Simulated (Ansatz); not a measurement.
Consider CuO.

```cif
data_structure
_symmetry_space_group_name_H-M 'P 1'
_symmetry_Int_Tables_number 1
_cell_length_a 3.0016
_cell_length_b 3.0016
_cell_length_c 5.1701
_cell_angle_alpha 90.013
_cell_angle_beta 90.013
_cell_angle_gamma 89.957
_cell_volume 46.58
loop_
_atom_site_label
_atom_site_type_symbol
_atom_site_fract_x
_atom_site_fract_y
_atom_site_fract_z
_atom_site_occupancy
Cu1 Cu 0.00000 0.50000 0.00000 1
Cu2 Cu 0.50000 0.00000 0.50000 1
O1 O 0.50007 0.49993 0.25000 1
O2 O 0.49993 0.50007 0.75000 1
```

Space group P4₂/mmc; started from the CuO prototype; changed on purpose from its base cell (volume × 1.040); computed pressure about −5 GPa in this cell; spin-polarised, but the moments vanished.

These are results of DFT PBE, scalar-relativistic, plane waves, PAW in Ansatz 0.2.0, not measurements.

### What can the converged valence pseudo-density and electron localisation function tell about the bonding?

Cu–O (1.98 Å): ρ is about 0.6 e/Å³ halfway; the ELF peaks at about 0.85 in the valence shell of O, 0.6 Å from its nucleus, and is about 0.20 at the midpoint; no shared electron pair shows on this line.

### Does the calculation make it a metal, or give it a gap?

It is metallic or semimetallic at this level of theory: no gap opens; semilocal functionals without U, or without the true magnetic order, often close the gap of such compounds.

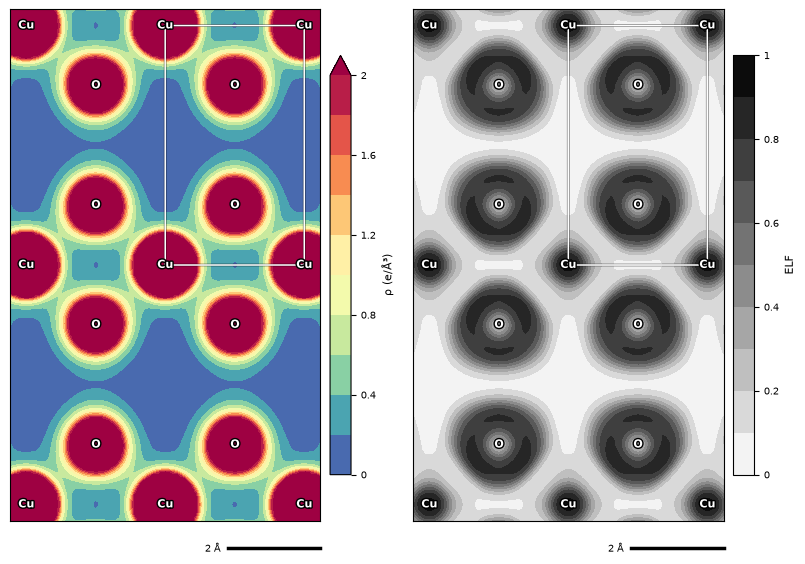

Computed valence pseudo-density and electron localisation function on the (010) plane of the conventional cell, in this order. 

The density is the valence pseudo-density of a PAW calculation; it isn't the true density close to the nuclei.
